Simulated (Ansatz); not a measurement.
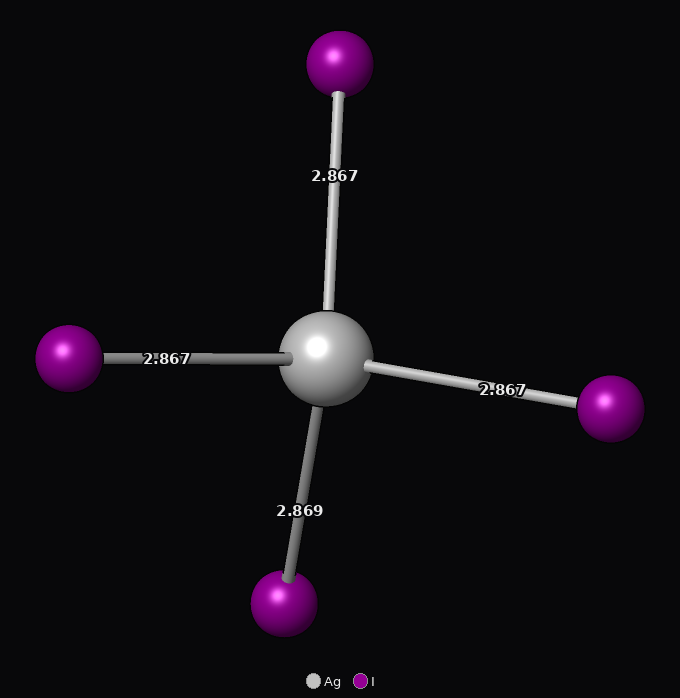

The surroundings of site Ag1 (at 0.333, 0.667, 0.002) in AgI (P6_3mc), with bond lengths in Å.

The cell is taken from coordinates from a relaxation with DFT, HSE06, plane waves, PAW in Ansatz.

```yaml
crystal:
  lattice:
    - [4.68169, 0.00000, 0.00000]
    - [-2.34084, 4.05446, 0.00000]
    - [0.00000, 0.00000, 7.64831]
  atoms:
    - { symbol: Ag, position: [0.33333, 0.66667, 0.00241] }
    - { symbol: Ag, position: [0.66667, 0.33333, 0.50241] }
    - { symbol: I, position: [0.33333, 0.66667, 0.37749] }
    - { symbol: I, position: [0.66667, 0.33333, 0.87749] }
```

Bond valence s = exp((R0 − d)/b), R0 fitted to published crystal structures with b = 0.37 Å; R0 in Å: Ag+–I 2.343.

> Calculate the bond-valence sum of Ag1 from the bonds drawn.

3 × 0.243 + 1 × 0.241 = 0.97 v.u., against a formal valence of 1: a close match.

> And over the whole structure?

```json
{"site": "Ag1", "x, y, z": "0.333, 0.667, 0.002", "formal valence": "+1", "bond-valence sum": "0.97", "difference": "-0.03"}
{"site": "I1", "x, y, z": "0.333, 0.667, 0.377", "formal valence": "−1", "bond-valence sum": "0.97", "difference": "-0.03"}
```

These sums include all anions within 5 Å. The global instability index (root mean square of the differences over all atoms) is 0.03 v.u.: little strain.
